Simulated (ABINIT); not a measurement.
## Run report: ZnS, geometry relaxation (part 2 of 3)

Continued. System: ZnS (4 atoms in the cell). Method: Kohn-Sham DFT of a periodic cell, LDA, PseudoDojo NC SR LDA v0.4.1 standard (ABINIT 10.8.3); cutoff 979.61 eV, 6×6×4 k-mesh, fermi-dirac of 0.05 eV. The structure derives from an entry of the Crystallography Open Database. The run did not end well. The run did not end well; see the last part.

Geometry of the input (Å; fractional positions):
```
3.8110  0.0000  0.0000
-1.9055  3.3004  0.0000
0.0000  0.0000  6.2340
Zn 0.6667  0.3333  0.5000
Zn 0.3333  0.6667  0.0000
S  0.6667  0.3333  0.8850
S  0.3333  0.6667  0.3850
```

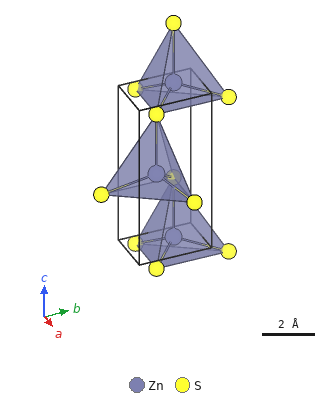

The starting structure (polyhedral view of the cell of the calculation, seen slightly off an axis; polyhedra are completed across the faces of the cell).

## The program's output, continued
```
--- !ResultsGS
iteration_state: {dtset: 1, itime: 2, icycle: 1, }
comment   : Summary of ground state results
lattice_vectors:
- [  7.1767519,   0.0000000,   0.0000000, ]
- [ -3.5883760,   6.2152495,   0.0000000, ]
- [  0.0000000,   0.0000000,  11.7210821, ]
lattice_lengths: [   7.17675,    7.17675,   11.72108, ]
lattice_angles: [ 90.000,  90.000, 120.000, ] # degrees, (23, 13, 12)
lattice_volume:   5.2282243E+02
convergence: {deltae:  6.878E-12, res2:  4.440E-13, residm:  1.182E-03, diffor: null, }
etotal    :  -4.40077208E+02
entropy   :   0.00000000E+00
fermie    :   1.71379031E-01
cartesian_stress_tensor: # hartree/bohr^3
- [  9.35697193E-05,   1.08655846E-13,   0.00000000E+00, ]
- [  1.08655846E-13,   9.35697195E-05,   0.00000000E+00, ]
- [  0.00000000E+00,   0.00000000E+00,   1.38977726E-04, ]
pressure_GPa:  -3.1982E+00
xred      :
- [  6.6667E-01,   3.3333E-01,   5.0049E-01, Zn]
- [  3.3333E-01,   6.6667E-01,   4.8924E-04, Zn]
- [  6.6667E-01,   3.3333E-01,   8.8451E-01,  S]
- [  3.3333E-01,   6.6667E-01,   3.8451E-01,  S]
cartesian_forces: # hartree/bohr
- [  1.50075982E-28,   8.66464085E-29,   5.40745276E-03, ]
- [  1.50075982E-28,   8.66464085E-29,   5.40745276E-03, ]
- [ -1.50075982E-28,  -7.79817677E-28,  -5.40745276E-03, ]
- [ -1.50075982E-28,   6.06524860E-28,  -5.40745276E-03, ]
force_length_stats: {min:   5.40745276E-03, max:   5.40745276E-03, mean:   5.40745276E-03, }
...

 Integrated electronic density in atomic spheres:
 ------------------------------------------------
 Atom  Sphere_radius  Integrated_density
    1        2.00000         18.15272291
    2        2.00000         18.15272291
    3        2.00000          3.93145867
    4        2.00000          3.93145867

---OUTPUT-----------------------------------------------------------------------

 Cartesian coordinates (xcart) [bohr]
  3.58837595445904E+00  2.07174982325382E+00  5.86627546406079E+00
 -3.32172198452392E-11  4.14349964650764E+00  5.73439855788697E-03
  3.58837595445904E+00  2.07174982325382E+00  1.03674232873823E+01
 -3.32172198452392E-11  4.14349964650764E+00  4.50688222187935E+00
 Reduced coordinates (xred)
  6.66666666666667E-01  3.33333333333333E-01  5.00489237981083E-01
  3.33333333333333E-01  6.66666666666667E-01  4.89237981083483E-04
  6.66666666666667E-01  3.33333333333333E-01  8.84510762018917E-01
  3.33333333333333E-01  6.66666666666667E-01  3.84510762018916E-01
 Cartesian forces (fcart) [Ha/bohr]; max,rms= 5.40745E-03 3.12199E-03 (free atoms)
  1.50075981854463E-28  8.66464085244552E-29  5.40745276049889E-03
  1.50075981854463E-28  8.66464085244552E-29  5.40745276049889E-03
 -1.50075981854463E-28 -7.79817676710472E-28 -5.40745276049889E-03
 -1.50075981854463E-28  6.06524859661561E-28 -5.40745276049889E-03
 Gradient of E wrt nuclear positions in reduced coordinates (gred)
 -1.07705808926175E-27  1.29447403097998E-43 -6.33811979253415E-02
 -1.07705808926175E-27  1.29447403097998E-43 -6.33811979253416E-02
  1.07705808926175E-27  4.30823235704702E-27  6.33811979253416E-02
  1.07705808926175E-27 -4.30823235704702E-27  6.33811979253416E-02
 Scale of Primitive Cell (acell) [bohr]
  7.17675190895129E+00  7.17675190893392E+00  1.17210821310058E+01
 Real space primitive translations (rprimd) [bohr]
  7.17675190895129E+00  0.00000000000000E+00  0.00000000000000E+00
 -3.58837595452547E+00  6.21524946976146E+00  0.00000000000000E+00
  0.00000000000000E+00  0.00000000000000E+00  1.17210821310058E+01
 Unitary Cell Volume (ucvol) [Bohr^3]=  5.22822425763485E+02
 Angles (23,13,12)= [degrees]
  9.00000000000000E+01  9.00000000000000E+01  1.20000000000539E+02
 Lengths [Bohr]
  7.17675190895129E+00  7.17675190893392E+00  1.17210821310058E+01
 Stress tensor in cartesian coordinates (strten) [Ha/bohr^3]
  9.35697192789350E-05  1.08655846428568E-13  0.00000000000000E+00
  1.08655846428568E-13  9.35697194918757E-05  0.00000000000000E+00
  0.00000000000000E+00  0.00000000000000E+00  1.38977726485093E-04
 Total energy (etotal) [Ha]= -4.40077207744871E+02

 Difference of energy with previous step (new-old):
           Absolute (Ha)=-9.21296E-04
           Relative     =-2.09349E-06

--- Iteration: ( 3/50) Internal Cycle: (1/1)
--------------------------------------------------------------------------------

---SELF-CONSISTENT-FIELD CONVERGENCE--------------------------------------------

--- !BeginCycle
iteration_state: {dtset: 1, itime: 3, icycle: 1, }
solver: {iscf: 7, nstep: 80, nline: 4, wfoptalg: 0, }
tolerances: {tolvrs: 1.00E-12, }
...

     iter   Etot(hartree)      deltaE(h)  residm     vres2
 ETOT  1  -439.30329304080    -4.393E+02 3.428E-02 6.173E+03
 ETOT  2  -439.39808052914    -9.479E-02 2.213E-03 2.778E+03
 ETOT  3  -440.02024122775    -6.222E-01 1.805E-02 3.096E+02
 ETOT  4  -440.07755124946    -5.731E-02 7.378E-04 3.969E+00
 ETOT  5  -440.07853278747    -9.815E-04 1.221E-04 9.117E-01
 ETOT  6  -440.07872861805    -1.958E-04 2.195E-05 6.201E-03
 ETOT  7  -440.07872977910    -1.161E-06 1.745E-05 4.890E-04
 ETOT  8  -440.07872987569    -9.659E-08 5.884E-06 1.178E-05
 ETOT  9  -440.07872987814    -2.455E-09 5.882E-06 1.139E-07
 ETOT 10  -440.07872987812     2.518E-11 2.189E-06 2.090E-08
 ETOT 11  -440.07872987815    -2.757E-11 2.241E-06 1.541E-10
 ETOT 12  -440.07872987813     1.108E-11 8.298E-07 6.338E-12
 ETOT 13  -440.07872987814    -4.547E-13 8.730E-07 3.857E-13

 At SCF step   13       vres2   =  3.86E-13 < tolvrs=  1.00E-12 =>converged.

 Cartesian components of stress tensor (hartree/bohr^3)
  sigma(1 1)= -3.45010033E-05  sigma(3 2)=  0.00000000E+00
  sigma(2 2)= -3.45010031E-05  sigma(3 1)=  0.00000000E+00
  sigma(3 3)= -6.08036336E-05  sigma(2 1)=  1.20552253E-13

--- !ResultsGS
iteration_state: {dtset: 1, itime: 3, icycle: 1, }
comment   : Summary of ground state results
lattice_vectors:
- [  7.0614768,   0.0000000,   0.0000000, ]
- [ -3.5307384,   6.1154183,   0.0000000, ]
- [  0.0000000,   0.0000000,  11.4410840, ]
lattice_lengths: [   7.06148,    7.06148,   11.44108, ]
lattice_angles: [ 90.000,  90.000, 120.000, ] # degrees, (23, 13, 12)
lattice_volume:   4.9407045E+02
convergence: {deltae: -4.547E-13, res2:  3.857E-13, residm:  8.730E-07, diffor: null, }
etotal    :  -4.40078730E+02
entropy   :   0.00000000E+00
fermie    :   2.00030839E-01
cartesian_stress_tensor: # hartree/bohr^3
- [ -3.45010033E-05,   1.20552253E-13,   0.00000000E+00, ]
- [  1.20552253E-13,  -3.45010031E-05,   0.00000000E+00, ]
- [  0.00000000E+00,   0.00000000E+00,  -6.08036336E-05, ]
pressure_GPa:   1.2730E+00
xred      :
- [  6.6667E-01,   3.3333E-01,   5.0312E-01, Zn]
- [  3.3333E-01,   6.6667E-01,   3.1199E-03, Zn]
- [  6.6667E-01,   3.3333E-01,   8.8188E-01,  S]
- [  3.3333E-01,   6.6667E-01,   3.8188E-01,  S]
cartesian_forces: # hartree/bohr
- [ -3.05051796E-28,  -2.44565818E-39,   1.80786411E-03, ]
- [ -3.05051796E-28,  -1.40897389E-27,   1.80786411E-03, ]
- [  3.05051796E-28,   7.04486946E-28,  -1.80786411E-03, ]
- [  3.05051796E-28,   7.04486946E-28,  -1.80786411E-03, ]
force_length_stats: {min:   1.80786411E-03, max:   1.80786411E-03, mean:   1.80786411E-03, }
...

 Integrated electronic density in atomic spheres:
 ------------------------------------------------
 Atom  Sphere_radius  Integrated_density
    1        2.00000         18.18901857
    2        2.00000         18.18901857
    3        2.00000          3.96614945
    4        2.00000          3.96614945

---OUTPUT-----------------------------------------------------------------------

 Cartesian coordinates (xcart) [bohr]
  3.53073839960209E+00  2.03847276544184E+00  5.75623706829945E+00
 -3.26838601721372E-11  4.07694553088368E+00  3.56950669992371E-02
  3.53073839960209E+00  2.03847276544184E+00  1.00896642753021E+01
 -3.26838601721372E-11  4.07694553088368E+00  4.36912227400193E+00
 Reduced coordinates (xred)
  6.66666666666667E-01  3.33333333333333E-01  5.03119902536431E-01
  3.33333333333333E-01  6.66666666666667E-01  3.11990253643133E-03
  6.66666666666667E-01  3.33333333333333E-01  8.81880097463569E-01
  3.33333333333333E-01  6.66666666666667E-01  3.81880097463569E-01
 Cartesian forces (fcart) [Ha/bohr]; max,rms= 1.80786E-03 1.04377E-03 (free atoms)
 -3.05051795788142E-28 -2.44565818381682E-39  1.80786410779417E-03
 -3.05051795788142E-28 -1.40897389133402E-27  1.80786410779417E-03
  3.05051795788142E-28  7.04486945668230E-28 -1.80786410779417E-03
  3.05051795788142E-28  7.04486945668230E-28 -1.80786410779417E-03
 Gradient of E wrt nuclear positions in reduced coordinates (gred)
  2.15411617852351E-27 -1.07705808926175E-27 -2.06839251225594E-02
  2.15411617852351E-27  7.53940662483228E-27 -2.06839251225594E-02
 -2.15411617852351E-27 -3.23117426778526E-27  2.06839251225594E-02
 -2.15411617852351E-27 -3.23117426778526E-27  2.06839251225594E-02
 Scale of Primitive Cell (acell) [bohr]
  7.06147679923687E+00  7.06147679921978E+00  1.14410840026004E+01
 Real space primitive translations (rprimd) [bohr]
  7.06147679923687E+00  0.00000000000000E+00  0.00000000000000E+00
 -3.53073839966746E+00  6.11541829632552E+00  0.00000000000000E+00
  0.00000000000000E+00  0.00000000000000E+00  1.14410840026004E+01
 Unitary Cell Volume (ucvol) [Bohr^3]=  4.94070449174987E+02
 Angles (23,13,12)= [degrees]
  9.00000000000000E+01  9.00000000000000E+01  1.20000000000539E+02
 Lengths [Bohr]
  7.06147679923687E+00  7.06147679921978E+00  1.14410840026004E+01
 Stress tensor in cartesian coordinates (strten) [Ha/bohr^3]
 -3.45010033484545E-05  1.20552252735819E-13  0.00000000000000E+00
  1.20552252735819E-13 -3.45010031122025E-05  0.00000000000000E+00
  0.00000000000000E+00  0.00000000000000E+00 -6.08036336302246E-05
 Total energy (etotal) [Ha]= -4.40078729878135E+02

 Difference of energy with previous step (new-old):
           Absolute (Ha)=-1.52213E-03
           Relative     =-3.45878E-06

--- Iteration: ( 4/50) Internal Cycle: (1/1)
--------------------------------------------------------------------------------

---SELF-CONSISTENT-FIELD CONVERGENCE--------------------------------------------

--- !BeginCycle
iteration_state: {dtset: 1, itime: 4, icycle: 1, }
solver: {iscf: 7, nstep: 80, nline: 4, wfoptalg: 0, }
tolerances: {tolvrs: 1.00E-12, }
...

     iter   Etot(hartree)      deltaE(h)  residm     vres2
 ETOT  1  -440.02279202073    -4.400E+02 4.515E-05 3.769E+02
 ETOT  2  -440.03590975524    -1.312E-02 7.578E-05 1.878E+02
 ETOT  3  -440.07818085251    -4.227E-02 6.039E-04 3.417E+00
 ETOT  4  -440.07886912806    -6.883E-04 1.096E-05 6.206E-02
 ETOT  5  -440.07888079909    -1.167E-05 1.950E-06 6.042E-03
 ETOT  6  -440.07888129733    -4.982E-07 4.557E-07 1.189E-04
 ETOT  7  -440.07888130519    -7.863E-09 8.068E-07 3.796E-06
 ETOT  8  -440.07888130542    -2.339E-10 2.157E-07 9.467E-08
 ETOT  9  -440.07888130543    -1.648E-12 5.484E-07 3.879E-09
 ETOT 10  -440.07888130544    -1.410E-11 1.572E-07 9.111E-11
 ETOT 11  -440.07888130542     1.540E-11 4.378E-07 2.726E-12
 ETOT 12  -440.07888130542     1.137E-13 1.352E-07 7.503E-14

 At SCF step   12       vres2   =  7.50E-14 < tolvrs=  1.00E-12 =>converged.

 Cartesian components of stress tensor (hartree/bohr^3)
  sigma(1 1)= -7.19185947E-06  sigma(3 2)=  0.00000000E+00
  sigma(2 2)= -7.19185924E-06  sigma(3 1)=  0.00000000E+00
  sigma(3 3)= -1.50388858E-05  sigma(2 1)=  1.17834406E-13

--- !ResultsGS
iteration_state: {dtset: 1, itime: 4, icycle: 1, }
comment   : Summary of ground state results
lattice_vectors:
- [  7.0859263,   0.0000000,   0.0000000, ]
- [ -3.5429631,   6.1365922,   0.0000000, ]
- [  0.0000000,   0.0000000,  11.5030199, ]
lattice_lengths: [   7.08593,    7.08593,   11.50302, ]
lattice_angles: [ 90.000,  90.000, 120.000, ] # degrees, (23, 13, 12)
lattice_volume:   5.0019087E+02
convergence: {deltae:  1.137E-13, res2:  7.503E-14, residm:  1.352E-07, diffor: null, }
etotal    :  -4.40078881E+02
entropy   :   0.00000000E+00
fermie    :   1.93688234E-01
cartesian_stress_tensor: # hartree/bohr^3
- [ -7.19185947E-06,   1.17834406E-13,   0.00000000E+00, ]
- [  1.17834406E-13,  -7.19185924E-06,   0.00000000E+00, ]
- [  0.00000000E+00,   0.00000000E+00,  -1.50388858E-05, ]
pressure_GPa:   2.8855E-01
xred      :
- [  6.6667E-01,   3.3333E-01,   5.0280E-01, Zn]
- [  3.3333E-01,   6.6667E-01,   2.8025E-03, Zn]
- [  6.6667E-01,   3.3333E-01,   8.8220E-01,  S]
- [  3.3333E-01,   6.6667E-01,   3.8220E-01,  S]
cartesian_forces: # hartree/bohr
- [ -1.51999618E-28,   2.63271062E-28,   2.49903968E-03, ]
- [  4.55998855E-28,   1.31635531E-27,   2.49903968E-03, ]
- [ -1.51999618E-28,  -7.89813185E-28,  -2.49903968E-03, ]
- [ -1.51999618E-28,  -7.89813185E-28,  -2.49903968E-03, ]
force_length_stats: {min:   2.49903968E-03, max:   2.49903968E-03, mean:   2.49903968E-03, }
...

 Integrated electronic density in atomic spheres:
 ------------------------------------------------
 Atom  Sphere_radius  Integrated_density
    1        2.00000         18.17622970
    2        2.00000         18.17622970
    3        2.00000          3.96601586
    4        2.00000          3.96601586

---OUTPUT-----------------------------------------------------------------------

 Cartesian coordinates (xcart) [bohr]
  3.54296313771578E+00  2.04553072128253E+00  5.78374753110271E+00
 -3.27975488194836E-11  4.09106144256505E+00  3.22375681645172E-02
  3.54296313771578E+00  2.04553072128253E+00  1.01479350662361E+01
 -3.27975488194836E-11  4.09106144256505E+00  4.39642510329789E+00
 Reduced coordinates (xred)
  6.66666666666667E-01  3.33333333333333E-01  5.02802530846008E-01
  3.33333333333333E-01  6.66666666666667E-01  2.80253084600834E-03
  6.66666666666667E-01  3.33333333333333E-01  8.82197469153992E-01
  3.33333333333333E-01  6.66666666666667E-01  3.82197469153992E-01
 Cartesian forces (fcart) [Ha/bohr]; max,rms= 2.49904E-03 1.44282E-03 (free atoms)
 -1.51999618312593E-28  2.63271061649337E-28  2.49903967569950E-03
  4.55998854937778E-28  1.31635530825643E-27  2.49903967569950E-03
 -1.51999618312593E-28 -7.89813184952885E-28 -2.49903967569950E-03
 -1.51999618312593E-28 -7.89813184952885E-28 -2.49903967569950E-03
 Gradient of E wrt nuclear positions in reduced coordinates (gred)
  1.07705808926175E-27 -2.15411617852351E-27 -2.87465031851270E-02
 -3.23117426778526E-27 -6.46234853557053E-27 -2.87465031851270E-02
  1.07705808926175E-27  4.30823235704702E-27  2.87465031851270E-02
  1.07705808926175E-27  4.30823235704702E-27  2.87465031851270E-02
 Scale of Primitive Cell (acell) [bohr]
  7.08592627546436E+00  7.08592627544721E+00  1.15030199258764E+01
 Real space primitive translations (rprimd) [bohr]
  7.08592627546436E+00  0.00000000000000E+00  0.00000000000000E+00
 -3.54296313778137E+00  6.13659216384758E+00  0.00000000000000E+00
  0.00000000000000E+00  0.00000000000000E+00  1.15030199258764E+01
 Unitary Cell Volume (ucvol) [Bohr^3]=  5.00190872804197E+02
 Angles (23,13,12)= [degrees]
  9.00000000000000E+01  9.00000000000000E+01  1.20000000000539E+02
 Lengths [Bohr]
  7.08592627546436E+00  7.08592627544721E+00  1.15030199258764E+01
 Stress tensor in cartesian coordinates (strten) [Ha/bohr^3]
 -7.19185947269975E-06  1.17834405672088E-13  0.00000000000000E+00
  1.17834405672088E-13 -7.19185924178030E-06  0.00000000000000E+00
  0.00000000000000E+00  0.00000000000000E+00 -1.50388857595996E-05
 Total energy (etotal) [Ha]= -4.40078881305424E+02

 Difference of energy with previous step (new-old):
           Absolute (Ha)=-1.51427E-04
           Relative     =-3.44091E-07

--- Iteration: ( 5/50) Internal Cycle: (1/1)
--------------------------------------------------------------------------------

---SELF-CONSISTENT-FIELD CONVERGENCE--------------------------------------------

--- !BeginCycle
iteration_state: {dtset: 1, itime: 5, icycle: 1, }
solver: {iscf: 7, nstep: 80, nline: 4, wfoptalg: 0, }
tolerances: {tolvrs: 1.00E-12, }
...

     iter   Etot(hartree)      deltaE(h)  residm     vres2
 ETOT  1  -440.07793981669    -4.401E+02 2.655E-06 7.372E+00
 ETOT  2  -440.07822782254    -2.880E-04 1.378E-06 2.944E+00
 ETOT  3  -440.07888179245    -6.540E-04 1.639E-05 1.551E-01
 ETOT  4  -440.07891173863    -2.995E-05 5.703E-07 2.089E-03
 ETOT  5  -440.07891217192    -4.333E-07 1.484E-07 1.916E-04
 ETOT  6  -440.07891218520    -1.329E-08 2.060E-07 3.163E-06
 ETOT  7  -440.07891218543    -2.254E-10 1.386E-07 1.897E-07
 ETOT  8  -440.07891218545    -1.745E-11 1.760E-07 4.277E-09
 ETOT  9  -440.07891218546    -7.958E-12 1.336E-07 1.766E-10
 ETOT 10  -440.07891218544     1.239E-11 1.571E-07 8.579E-12
 ETOT 11  -440.07891218543     1.035E-11 1.304E-07 1.119E-13

 At SCF step   11       vres2   =  1.12E-13 < tolvrs=  1.00E-12 =>converged.

 Cartesian components of stress tensor (hartree/bohr^3)
  sigma(1 1)=  1.67944172E-07  sigma(3 2)=  0.00000000E+00
  sigma(2 2)=  1.67944402E-07  sigma(3 1)=  0.00000000E+00
  sigma(3 3)= -9.27849789E-06  sigma(2 1)=  1.17427855E-13
```
